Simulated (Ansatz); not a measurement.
Geometry relaxation, with input and output: Al2Ru

Al2Ru (6 atoms in the cell), computed with DFT PBEsol, scalar-relativistic, plane waves, PAW, no spin polarisation (Ansatz 0.2.0).

The structure derives from a Materials Project entry. It belongs to a series of runs on one base structure; here: the database's cell, atoms relaxed. Figures and captions count atoms from 1; the log counts them from 0 in places.

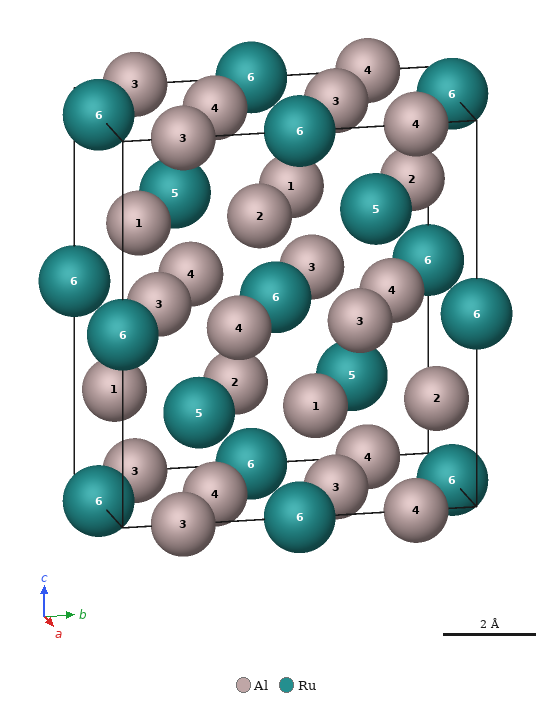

*The starting structure (spheres-only view of the cell 4 times as large as that of the calculation, set on its symmetry axes, seen slightly off an axis; atoms are numbered from 1 in the order of the input).*

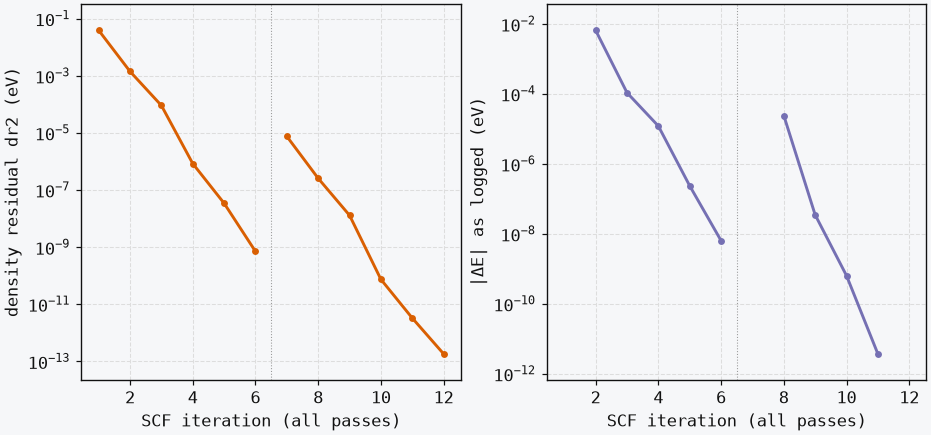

*Convergence of the self-consistent field: density residual dr2 and size of the energy change against the SCF iteration. The dotted lines part the SCF passes of the relaxation: geometry steps, rejected trials and re-solves on a re-selected basis.*

The passes take 6 and 6 iterations.

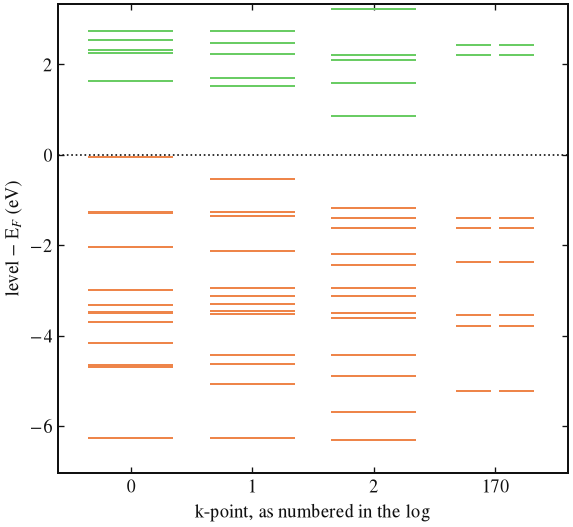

*Kohn–Sham levels near the Fermi level (dotted) at the few k-points that the log prints; levels within 0.02 eV of each other stand side by side.*

Among these points the highest filled and lowest empty levels are 0.89 eV apart; the gap on the full mesh, 0.08 eV, has an edge at a point that isn't printed.

The input and output of the run follow.

### Input
```yaml
crystal:
  lattice:
    - [0.0, 3.9898374997, 4.3915250777]
    - [2.3524746913, 0.0, 4.3915250777]
    - [2.3524746913, 3.9898374997, 0.0]
  atoms:
    - { symbol: Al, position: [0.07906103, 0.42093897, 0.07906103] }
    - { symbol: Al, position: [0.42093897, 0.07906103, 0.42093897] }
    - { symbol: Al, position: [0.17093897, 0.82906103, 0.17093897] }
    - { symbol: Al, position: [0.82906103, 0.17093897, 0.82906103] }
    - { symbol: Ru, position: [0.75, 0.75, 0.75] }
    - { symbol: Ru, position: [0.5, 0.5, 0.5] }
basis:
  ecutwfc: 420
kpoints:
  mp_grid: { grid: [10, 10, 10] }
hamiltonian:
  xc: pbesol
scf:
  occupations: { method: gaussian, width: 0.01 }
output:
  forces: true
  stress: true
  eigenvalues: true
relax:
  adjacent_minimum: "off"
  f_tol: 0.01
  max_steps: 40
```

Launched with:
```bash
ansatz run input.yaml --threads 1 --pin off --max-ram 2560MiB --backend cpu --events-out ev --progress --plain --runs-dir out
```

### The program's output
```
Warning: output.stress: scf.convergence.dr2_threshold = 1e-7 eV (the SCF's general default) is looser than the 6e-10 eV advised for a printed stress (1e-10 eV for each atom of the cell: 6). What an SCF threshold leaves in a stress goes as its square root, and in the free energy as the threshold itself, and one threshold admits the most on a small cell: of the crystals measured, under no hybrid functional and no lock of the moments, on runs that ended without the residual-converged pass, on stresses that held no estimate of that error, the worst erred by over 100 MPa in a component at 1e-7 eV an atom and by under 5 at 1e-10. Every solve of this run answers to scf.convergence.dr2_threshold, and the tensor of one is reported: a single SCF on the reported geometry and on this run's grids (its basis.xc_grid and basis.ecutrho_ratio typed), with scf.convergence.dr2_threshold at 6e-10 eV or tighter, prints it and tightens no other solve. Else set scf.convergence.dr2_threshold to 6e-10 eV or tighter. The threshold is an SCF's pass mark: one that does not reach it within its budget of iterations ends unconverged, or closes short of it on a stop that the run arms, and scf.convergence.dr2_threshold's page says what that costs each kind of run
Engine: ansatz 0.2.0, x86_64-unknown-linux-gnu
Pseudopotentials: kind: paw
Pseudopotential: Al, paw, valence charge 3, recommended cutoff 420 eV (normal), Al.paw.azcp
Pseudopotential: Ru, paw, valence charge 16, recommended cutoff 420 eV (normal), Ru.paw.azcp
Functional definition: PBEsol
  exchange = pbesol_x
  correlation = pbesol_c
Crystal: 6 atoms, lattice volume = 82.438 Å³
Basis set: ecut = 420 eV, 1625 PW (Γ), exchange–correlation on 80×72×64 points (8 copies of the dense FFT grid, shifted against one another)
Bands: 28, of which v1, the nominal top of the filled ones, is band 22 counted from 1 (21 counted from 0)
Symmetry: 8 space group operations
Space group: Fddd (ITA 70), of the structure as read, at distance tolerance 4.4e-5 Å
k-points: 171 of 1000
Non-local potential: Al, projectors of the file, l = 0: 2, l = 1: 2, l = 2: 1
Non-local potential: Ru, projectors of the file, l = 0: 3, l = 1: 2, l = 2: 2, l = 3: 1
PAW form: soft (Blöchl's): semilocal exchange-correlation on the pseudo side does not see the compensation charge
PAW frozen core: Al, regenerated for the run's functional, and the local potential with it (the file was generated under x = pbe(κ = 0.804, μ = 0.2195149727645171), c = pbe(β = 0.06672455060314922))
PAW frozen core: Ru, regenerated for the run's functional, and the local potential with it (the file was generated under x = pbe(κ = 0.804, μ = 0.2195149727645171), c = pbe(β = 0.06672455060314922))
PAW one-centre angular grid: Al, 110 points (default); XC on 64 Gauss nodes
PAW one-centre angular grid: Ru, 590 points (default); XC on 64 Gauss nodes
Initial density: superposition of atomic densities (neutral atoms: chi_scale 0, normalization atom), corrected by the library's trained network
Initial wavefunctions: pseudopotential atomic-orbital guess
Functional: x = pbesol(κ = 0.804, μ = 0.12345679012345678), c = pbesol(β = 0.046)
SCF iter   1: F=—  HF=-13735.326425 eV  |F-HF|=—  |Δ(HF+E_count)|=         —  Δρ=6.57e-3  dr2=3.87e-2  ethr=1.77e-3  ⟨swp⟩=7.2  Hψ=22820  notcnv=0
preconditioner: auto → none  [insulator: Δε(μ)=0.159 eV  Ē_g=6.529 eV  σ=0.010 eV  W_gap=1.00  n_scr=16 (ndim 8)  ℏωp=21.6 eV  f_vac=0.000  D(μ)=0.00/eV (n_scr^D=0)  ε∞_Penn≈12.0]
SCF iter   2: F=—  HF=-13735.319922 eV  |F-HF|=—  |Δ(HF+E_count)|=   6.50e-3  Δρ=1.90e-3  dr2=1.40e-3  ethr=8.79e-5  ⟨swp⟩=3.0  Hψ=9223  notcnv=0  defer=250
SCF iter   3: F=—  HF=-13735.319814 eV  |F-HF|=—  |Δ(HF+E_count)|=   1.07e-4  Δρ=6.06e-4  dr2=9.00e-5  ethr=3.19e-6  ⟨swp⟩=2.3  Hψ=7718  notcnv=0  defer=250
iter 4 did not close the SCF: its close was put off for the readings that it lacked (scf_convergence_deferred on its scf_iter line)
SCF iter   4: F=-13735.319826 eV  HF=-13735.319826 eV  |F-HF|=4.36e-7  |Δ(HF+E_count)|=   1.19e-5  Δρ=3.41e-5  dr2=8.31e-7  ethr=2.05e-7  ⟨swp⟩=1.3  Hψ=4627  notcnv=0  defer=250
iter 5 did not close the SCF: its close was put off for the readings that it lacked (scf_convergence_deferred on its scf_iter line)
SCF iter   5: F=-13735.319826 eV  HF=-13735.319826 eV  |F-HF|=1.24e-9  |Δ(HF+E_count)|=   2.32e-7  Δρ=1.03e-5  dr2=3.39e-8  ethr=1.89e-9  ⟨swp⟩=2.0  Hψ=8196  notcnv=0  defer=250
SCF iter   6: F=-13735.319826 eV  HF=-13735.319826 eV  |F-HF|=6.18e-11  |Δ(HF+E_count)|=   6.28e-9  Δρ=1.55e-6  dr2=6.97e-10  ethr=7.71e-11  ⟨swp⟩=5.1  Hψ=16472  notcnv=0
SCF 1 converged in 6 iterations: F = -13735.319826 eV  dr2 = 6.97e-10
  greatest PAW one-centre occupation: 0.999 electrons in one spin orbital (limit 2), on the Ru atom at site 5 (counted from 0), in its partial waves of l = 0
relax step   1: F+E_penalty+E_count = -13735.31982619 eV  Δ(F+E_penalty+E_count) = +0.000e0 eV  max|allowed force component| = 1.498e-2 eV/Å  Δτ_max = 0.0000 Å  (6 SCF iters, dr2 threshold 2.50e-6 eV, accepted)
Initial density: handed on by an earlier stage of this run
Initial wavefunctions: those handed on with the density
iter 1 solved again at ethr=1.70e-8 eV; its pass at ethr=3.10e-3 eV (dr2=7.49e-6 eV) is discarded
SCF iter   1: F=—  HF=-13735.319886 eV  |F-HF|=—  |Δ(HF+E_count)|=         —  Δρ=7.02e-5  dr2=7.46e-6  ethr=1.70e-8  ⟨swp⟩=1.5  Hψ=14243  notcnv=0  defer=250
preconditioner: auto → none  [insulator: Δε(μ)=0.077 eV  Ē_g=6.530 eV  σ=0.010 eV  W_gap=1.00  n_scr=16 (ndim 8)  ℏωp=21.6 eV  f_vac=0.000  D(μ)=0.00/eV (n_scr^D=0)  ε∞_Penn≈12.0]
SCF iter   2: F=—  HF=-13735.319862 eV  |F-HF|=—  |Δ(HF+E_count)|=   2.38e-5  Δρ=1.97e-5  dr2=2.53e-7  ethr=1.70e-8  ⟨swp⟩=2.5  Hψ=6725  notcnv=0  defer=250
iter 3 did not close the SCF: its close was put off for the readings that it lacked (scf_convergence_deferred on its scf_iter line)
SCF iter   3: F=-13735.319862 eV  HF=-13735.319862 eV  |F-HF|=7.33e-10  |Δ(HF+E_count)|=   3.44e-8  Δρ=5.65e-6  dr2=1.28e-8  ethr=5.74e-10  ⟨swp⟩=2.4  Hψ=6590  notcnv=0  defer=250
iter 4 did not close the SCF: its close was put off for the readings that it lacked (scf_convergence_deferred on its scf_iter line)
SCF iter   4: F=-13735.319862 eV  HF=-13735.319862 eV  |F-HF|=4.00e-11  |Δ(HF+E_count)|=  6.28e-10  Δρ=3.62e-7  dr2=7.32e-11  ethr=2.90e-11  ⟨swp⟩=1.3  Hψ=5003  notcnv=0  defer=250
iter 5 did not close the SCF: its close was put off for the readings that it lacked (scf_convergence_deferred on its scf_iter line)
SCF iter   5: F=-13735.319862 eV  HF=-13735.319862 eV  |F-HF|=3.64e-12  |Δ(HF+E_count)|=  3.64e-12  Δρ=8.91e-8  dr2=3.23e-12  ethr=1.00e-12  ⟨swp⟩=1.5  Hψ=6027  notcnv=0  defer=250
SCF iter   6: F=-13735.319862 eV  HF=-13735.319862 eV  |F-HF|=0.00e0  |Δ(HF+E_count)|=    0.00e0  Δρ=2.09e-8  dr2=1.80e-13  ethr=1.00e-12  ⟨swp⟩=4.3  Hψ=12451  notcnv=0
SCF 2 converged in 6 iterations: F = -13735.319862 eV  dr2 = 1.80e-13
relax step   2: F+E_penalty+E_count = -13735.31986198 eV  Δ(F+E_penalty+E_count) = -3.579e-5 eV  max|allowed force component| = 3.241e-3 eV/Å  Δτ_max = 0.0010 Å  (6 SCF iters, accepted)
SCF converged after 6 iterations
Free energy (F): -13735.319862 eV
Harris-Foulkes:  -13735.319862 eV  (|F-HF|=0.00e0)
Internal energy: -13735.319862 eV  (E = F + TS)
E sigma→0 (E₀):  -13735.319862 eV
Fermi energy:    14.123867 eV
--- Per-component energies (eV) ---
  E_band       = -290.509103
  E_kinetic    = 1133.445331
  E_local      = -4206.816132  (includes V_loc(G=0)·N_el)
  E_nonlocal   = 732.896461
  E_hartree    = 1556.479836
  E_xc         = -542.026864
  E_vxc        = -601.051668  (∫ρ·V_xc dr)
  E_paw        = -8620.071591  (= ΣΔE_a)
  E_vpaw       = -461.942391  (= ΣTr[D̂ρ^β])
  E_aug_tail   = -0.000401  (compensation charges beyond the density's cutoff)
  E_ewald      = -3789.809651
  E_core_change = 0.583148  (= ΣΔE_core)
  E_smearing   = -0.000000  (= −TS)
  E_closure    = -0.000000  (closes the sum)
  Σ components = -13735.319862   (vs F -13735.319862, Δ=0.00e0)
--- Forces (eV/Å), atoms counted from 1 ---
  atom   1  Al     0.00000000    -0.00324120     0.00000000
  atom   2  Al    -0.00000000     0.00324120     0.00000000
  atom   3  Al     0.00000000     0.00324120     0.00000000
  atom   4  Al    -0.00000000    -0.00324120     0.00000000
  atom   5  Ru     0.00000000     0.00000000     0.00000000
  atom   6  Ru     0.00000000     0.00000000     0.00000000
  max |Σ_I F_I| component: 6.94e-18 eV/Å
--- Stress (GPa, compression-positive) ---
       -0.481208       0.000000       0.000000
        0.000000      -0.360947       0.000000
        0.000000       0.000000      -0.710373
  P = ⅓ Tr σ = -0.5175 GPa (-5.175 kbar)
--- Band table (eV; the first three rows and the last of 171) ---
  k-point 0: bands = ["-58.4137", "-58.4010", "-28.5737", "-28.4897", "-28.4876", "-28.4377", "-28.4262", "-28.4221", "3.0379", "7.8495", "9.4188", "9.4629", "9.9490", "10.4288", "10.6240", "10.6531", "10.8003", "11.1244", "12.0761", "12.8344", "12.8609", "14.0850", "15.7527", "16.3699", "16.4329", "16.6742", "16.8587", "17.5029"]
  k-point 1: bands = ["-58.4135", "-58.4013", "-28.5727", "-28.4964", "-28.4820", "-28.4381", "-28.4263", "-28.4219", "3.1563", "7.8535", "9.0426", "9.4828", "9.6919", "10.6096", "10.6596", "10.8231", "10.9886", "11.1845", "11.9895", "12.7623", "12.8675", "13.5818", "15.6504", "15.8341", "16.3621", "16.5948", "16.8545", "17.7900"]
  k-point 2: bands = ["-58.4128", "-58.4019", "-28.5698", "-28.5045", "-28.4772", "-28.4389", "-28.4267", "-28.4215", "3.5062", "7.8169", "8.4362", "9.2329", "9.6881", "10.5133", "10.6148", "10.9975", "11.1787", "11.6790", "11.9226", "12.5093", "12.7240", "12.9404", "14.9716", "15.7042", "16.2216", "16.3234", "17.3581", "18.0711"]
  k-point 170: bands = ["-58.4073", "-58.4073", "-28.5321", "-28.5321", "-28.4720", "-28.4720", "-28.4160", "-28.4160", "4.9666", "4.9666", "8.8983", "8.8983", "10.3384", "10.3384", "10.5873", "10.5873", "11.7464", "11.7464", "12.4942", "12.4942", "12.7352", "12.7352", "16.3335", "16.3335", "16.5494", "16.5494", "17.7116", "17.7116"]
--- Relaxed structure (2 steps of the walk, 2 accepted, 0 SCFs on fresh bases) ---
  F+E_penalty+E_count = -13735.31986198 eV   max|allowed force component| = 3.241e-3 eV/Å
  atoms:
    - { symbol: Al, position: [0.078937948552878, 0.421062051447122, 0.078937948552878] }
    - { symbol: Al, position: [0.421062051447122, 0.078937948552878, 0.42106205144712194] }
    - { symbol: Al, position: [0.17106205144712194, 0.8289379485528781, 0.17106205144712194] }
    - { symbol: Al, position: [0.828937948552878, 0.17106205144712205, 0.8289379485528778] }
    - { symbol: Ru, position: [0.75, 0.75, 0.75] }
    - { symbol: Ru, position: [0.5, 0.5, 0.5] }
```

### Trajectory as extended XYZ (Å, eV, eV/Å), 2 frames, from step=1 to step=2
```
6
Lattice="0.0000 3.9898 4.3915 2.3525 0.0000 4.3915 2.3525 3.9898 0.0000" Properties=species:S:1:pos:R:3:forces:R:3 step=1 energy=-13735.31983
Al    1.1762    0.6309    2.1958    0.0000  -0.0150   0.0000
Al    1.1762    3.3590    2.1958    0.0000   0.0150   0.0000
Al    2.3525    1.3640    4.3915    0.0000   0.0150   0.0000
Al    2.3525    6.6156    4.3915    0.0000  -0.0150   0.0000
Ru    3.5287    5.9848    6.5873    0.0000   0.0000   0.0000
Ru    2.3525    3.9898    4.3915    0.0000   0.0000   0.0000
6
Lattice="0.0000 3.9898 4.3915 2.3525 0.0000 4.3915 2.3525 3.9898 0.0000" Properties=species:S:1:pos:R:3:forces:R:3 step=2 energy=-13735.31986
Al    1.1762    0.6299    2.1958    0.0000  -0.0032   0.0000
Al    1.1762    3.3599    2.1958    0.0000   0.0032   0.0000
Al    2.3525    1.3650    4.3915    0.0000   0.0032   0.0000
Al    2.3525    6.6147    4.3915    0.0000  -0.0032   0.0000
Ru    3.5287    5.9848    6.5873    0.0000   0.0000   0.0000
Ru    2.3525    3.9898    4.3915    0.0000   0.0000   0.0000
```

### Key numbers

```json
{"quantity": "outcome", "value": "converged"}
{"quantity": "space group (tolerance 0.01 Å)", "value": "Fddd (70)"}
{"quantity": "electrons treated", "value": "44"}
{"quantity": "free energy", "value": "−13735.3199 eV"}
{"quantity": "Fermi energy", "value": "14.124 eV"}
{"quantity": "gap on the k-point mesh", "value": "0.08 eV"}
{"quantity": "pressure", "value": "−0.52 GPa"}
{"quantity": "final volume", "value": "82.44 Å³"}
{"quantity": "largest force (length of the vector) at the end", "value": "0.003 eV/Å"}
{"quantity": "final cell", "value": "a = 5.933 Å, b = 4.982 Å, c = 4.632 Å, α = 76.12°, β = 54.60°, γ = 49.27°"}
{"quantity": "hardware", "value": "1 thread of Intel Xeon @ 2.50GHz (Skylake/Cascade Lake), 192 GiB of memory available, shared host"}
{"quantity": "wall time", "value": "52 s"}
{"quantity": "peak memory", "value": "0.64 GiB"}
```

### Remarks

The program warns: the SCF threshold is looser than advised for the printed stress.
